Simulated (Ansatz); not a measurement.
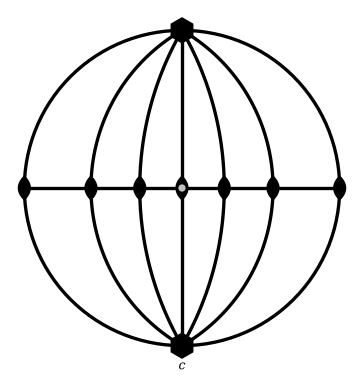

Stereographic projection: heavy lines are mirror planes (a heavy rim: a mirror in the plane of the page); lens, triangle, square and hexagon are 2-, 3-, 4- and 6-fold axes, a lens in an open square is −4, a triangle in an open hexagon −6; thin dashed diameters join the ends of axes that lie in the page; a small open circle marks inversion. The b axis points at the viewer. Computed from the symmetry operations of a computed or model structure of composition V, which need not be its known form.

Q: Which point group is this?

A: 6/mmm (D6h), order 24, hexagonal system: one sixfold axis, six twofold axes, seven mirror planes, an inversion centre.

Q: Can such a crystal be piezoelectric, pyroelectric or chiral?

A: It is centrosymmetric, so neither piezoelectric nor pyroelectric; it is not chiral.
